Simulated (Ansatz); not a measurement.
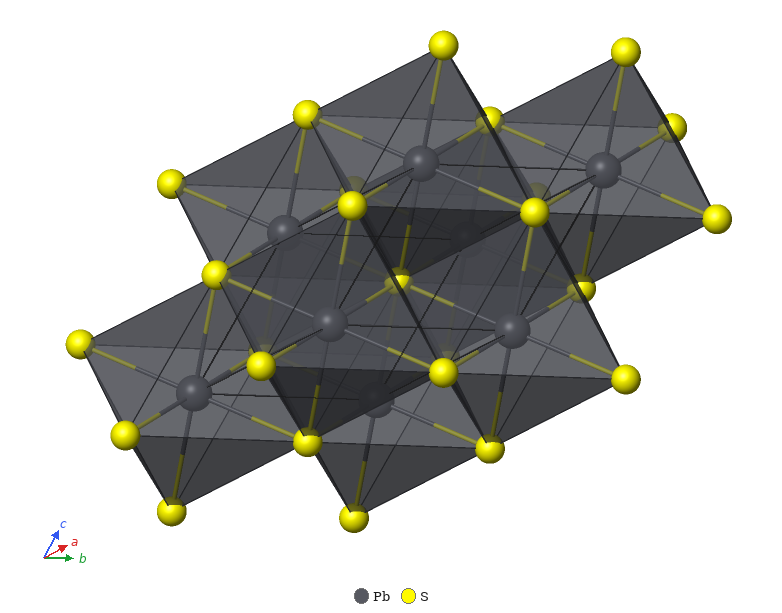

This polyhedral model is shown from a general direction. The lines enclose the simulation cell; boundary atoms appear with their images. Some neighbours outside the box are added.

Input used:
```yaml
crystal:
  lattice:
    - [0.0, 2.8677433692, 2.8677433692]
    - [2.8677433692, 0.0, 2.8677433692]
    - [2.8677433692, 2.8677433692, 0.0]
  atoms:
    - { symbol: Pb, position: [0.0, 0.0, 0.0] }
    - { symbol: S, position: [0.5, 0.5, 0.5] }
kpoints:
  mp_grid: { grid: [8, 8, 8] }
  band_path:
    path:
      - [0.0, 0.0, 0.0]
      - [0.5, 0.0, 0.5]
      - [0.625, 0.25, 0.625]
      - [0.375, 0.375, 0.75]
      - [0.5, 0.5, 0.5]
      - [0.5, 0.25, 0.75]
      - [-0.020671, -0.010742, 0.489583]
    npoints: 1
hamiltonian:
  xc: r2scan
scf:
  occupations: { method: fermi_dirac, width: 0.02 }
  n_extra_bands: 4
output:
  forces: true
  stress: true
  eigenvalues: true
  write_density: true
  write_potential: true
  elf: true
  volumetric_format: npy
```
Run as:
```sh
ansatz run input.yaml --threads 2 --pin off --max-ram 29491MiB --backend cpu --events-out ev --progress --plain --runs-dir out
```

Run with DFT, r2SCAN, plane waves, PAW (Ansatz 0.2.0) and these settings: plane-wave cutoff 500 eV, 8×8×8 k-points, Fermi-Dirac smearing of 0.02 eV, no spin polarisation.

What does the calculation say: metal or gapped?

Answer. A semiconductor at this level, with a gap of 0.15 eV, direct.

What is the pressure at this volume?

Answer. The computed pressure is 9.2 GPa (compressed: it would expand).

The structure comes from a structure type filled with these elements by a generator (whether the compound takes this form wasn't checked). The cell was then strained or its atoms displaced on purpose. A calculation with Ansatz used it as input.

At this level of theory the run's own cell isn't at rest (compressed, at 9 GPa), so its distances can differ from those at equilibrium, the more so the softer the solid.
